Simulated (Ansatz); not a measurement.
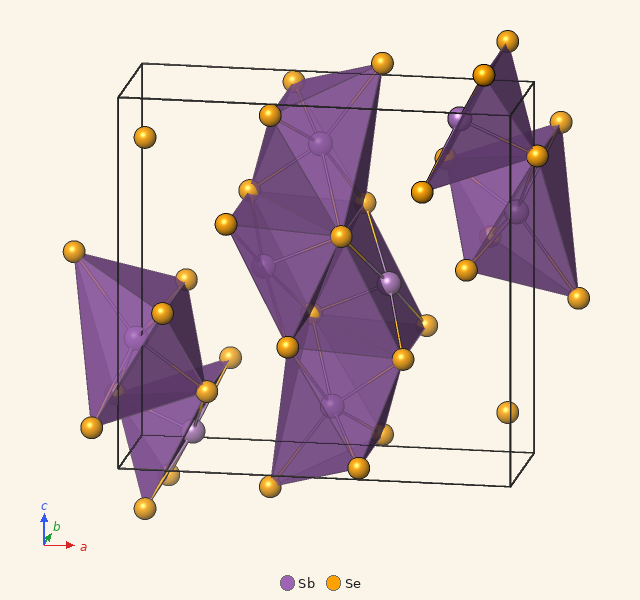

Structure drawing (polyhedral), viewed slightly off an axis. Lines trace the edges of the conventional unit cell. A few atoms beyond the faces are included.

Sb$_{2}$Se$_{3}$, space group Pnma (No. 62), a = 12.023 Å, b = 3.989 Å, c = 11.587 Å, α = 90.00°, β = 90.00°, γ = 90.00°. The model was built from a structure listed in the Materials Project. Earlier steps of the study may have refined or changed the cell and positions. It went into a calculation with Ansatz.

This one geometry was computed with Ansatz (DFT, plane waves, PAW) at five levels of theory: HSE06, PBE0, PBE, PBE with spin-orbit coupling and r2SCAN.

Which level gives the highest pressure at this volume, and what does that say about its equilibrium volume?

Answer. Highest: PBE (2.1 GPa) and PBE with spin-orbit coupling (2.1 GPa), which points to the largest equilibrium volume. Lowest, with the smallest volume: HSE06 (0.0 GPa) and PBE0 (-0.1 GPa). Levels within 0.5 GPa of each other can't be told apart.

How does the band gap change with the level of theory?

Answer. PBE with spin-orbit coupling: a gap of 0.81 eV, indirect; PBE: a gap of 0.89 eV, indirect; r2SCAN: a gap of 1.13 eV, indirect; HSE06: a gap of 1.40 eV, indirect; PBE0: a gap of 1.95 eV, indirect.

Collect the results in a table.

Answer.
| level | cutoff (eV) | k-mesh of the run's cell | gap (eV) | pressure (GPa) |
| --- | --- | --- | --- | --- |
| HSE06 | 420 | 2×4×2 | 1.40 | 0.0 |
| PBE0 | 420 | 2×4×2 | 1.95 | -0.1 |
| PBE | 420 | 2×6×2 | 0.89 | 2.1 |
| PBE with spin-orbit coupling | 420 | 2×6×2 | 0.81 | 2.1 |
| r2SCAN | 500 | 2×6×2 | 1.13 | 0.9 |

Gaps are taken on the k-mesh or band path of each run.
